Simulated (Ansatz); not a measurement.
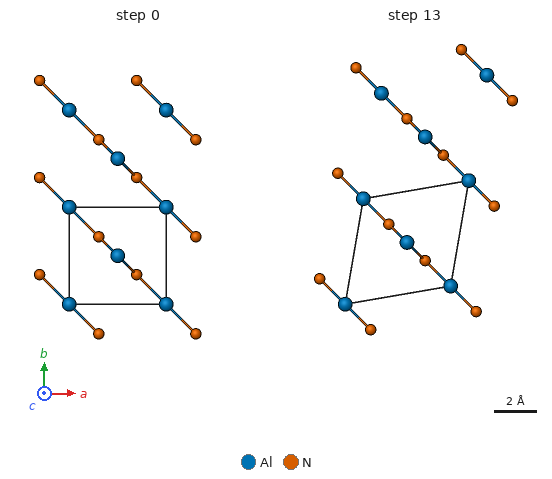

The structure of solid AlN (a generated structure, set up in Cmmm) (coarse preliminary run) before (left) and after (right) a relaxation, at one scale.

Style: ball-and-stick. Shown: the cell of the calculation, repeated 1 × 2 × 1 with one cell outlined, along the c axis.

These are results of Ansatz, DFT PBE, scalar-relativistic, plane waves, PAW, not measurements.

Input file:
```yaml
crystal:
  lattice:
    - [3.29375969, -3.29375969, 0.0]
    - [3.29375969, 3.29375969, 0.0]
    - [0.0, 0.0, 3.02775176]
  atoms:
    - { symbol: Al, position: [0.0, 0.0, 0.0] }
    - { symbol: Al, position: [0.5, 0.5, 0.5] }
    - { symbol: "N", position: [0.695, 0.305, 0.0] }
    - { symbol: "N", position: [0.305, 0.695, 0.0] }
basis:
  ecutwfc: 420
kpoints:
  mp_grid: { grid: [4, 4, 6] }
hamiltonian:
  xc: pbe
scf:
  occupations: { method: gaussian, width: 0.1 }
  lower_state_search: "off"
output:
  forces: true
  stress: true
  eigenvalues: true
relax:
  adjacent_minimum: "off"
  f_tol: 0.04
  max_steps: 70
  cell: { stress_tol: 0.4 }
```

Run as
```bash
ansatz run input.yaml --threads 1 --pin off --max-ram 2048MiB --backend cpu --events-out ev --progress --plain --runs-dir out
```

**Describe what moved and what it gained.**

Over 10 accepted moves (13 points after the start) the energy falls by 354 meV per atom. The largest force component goes from 1.2 to 0.0025 eV/Å. The pressure goes from −16.03 to 0.08 GPa. The SCF was repeated 3 times at an unchanged geometry on a basis and grid sized afresh for the cell, which shifted the energy by 8.5 meV per atom at most. The largest moves relative to the cell, 0.078 Å, are those of N3 and N4. N3 goes along [1 −1 0]. Al stays in place. The volume changes by +11.8 %, with a = b 4.658 → 5.136 Å (+10.3 %), c 3.028 → 2.953 Å (−2.5 %), γ 90.0° → 70.5°. Near-neighbour distances that change, for instance: Al1–N3 2.009 → 1.730 Å, Al2–N3 1.985 → 1.925 Å. The space group stays Cmmm (No. 65).
